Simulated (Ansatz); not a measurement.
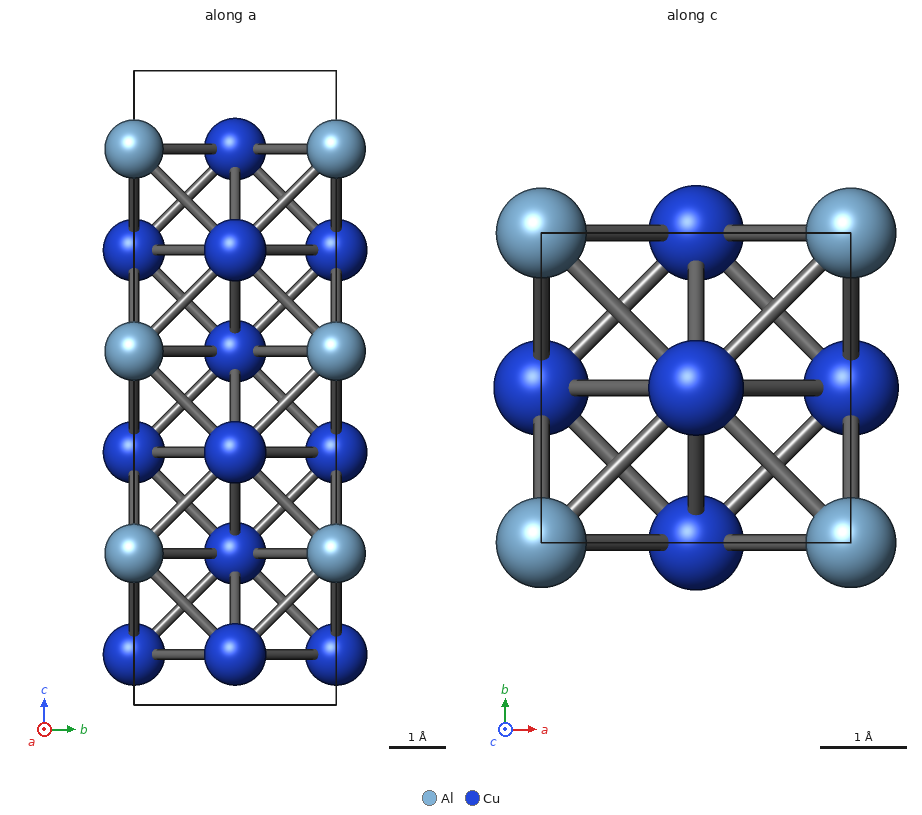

Ball-and-stick representation of a periodic structure, projected along the a axis and along the c axis. One conventional unit cell is framed, with atoms on its boundary repeated.

AlCu₃, space group P4mm (No. 99), a = 3.63 Å, b = 3.63 Å, c = 11.40 Å, α = 90.00°, β = 90.00°, γ = 90.00°.

Results below were computed with DFT PBEsol, scalar-relativistic, plane waves, PAW (Ansatz 0.2.0); the settings were plane-wave cutoff 420 eV, k-points about 0.13 Å⁻¹ apart, Gaussian smearing of 0.15 eV, no spin polarisation.

What is the band gap, if any?

A metal: bands cross the Fermi level.

Under what pressure is the structure?

The computed pressure is -3.8 GPa (stretched: it would shrink). The stress isn't hydrostatic: its largest component is 5.0 GPa.

The structure comes from a structure listed in the Materials Project. The cell was then strained or its atoms displaced on purpose. A calculation with Ansatz used it as input.

At this level of theory the run's own cell isn't at rest (forces up to 1.0 eV/Å), so its distances can differ from those at equilibrium, the more so the softer the solid.
